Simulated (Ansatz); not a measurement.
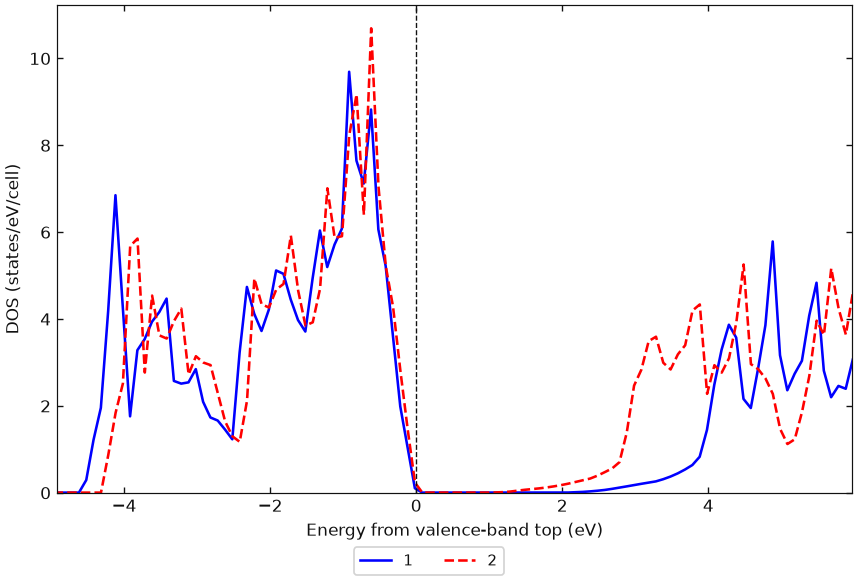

Total densities of states of CdS, space group P3_221, 6 atoms in the cell, by two methods on the same cell. Each is counted from its own valence-band top.

### Which curve is which? The methods: PBE, HSE06.

1 is HSE06; 2 is PBE. HSE06 gives a gap of 1.96 eV and PBE gives a gap of 0.97 eV.

Settings. HSE06: DFT HSE06, scalar-relativistic, plane waves, PAW, no spin polarisation, 6×6×6 k mesh, 420 eV cutoff, Gaussian smearing of 0.02 eV (Ansatz 0.2.0). PBE: DFT PBE, scalar-relativistic, plane waves, PAW, no spin polarisation, 6×6×8 k mesh, 420 eV cutoff, Gaussian smearing of 0.02 eV (Ansatz 0.2.0).

The structure is an invented one, so it need not be a known or stable phase.
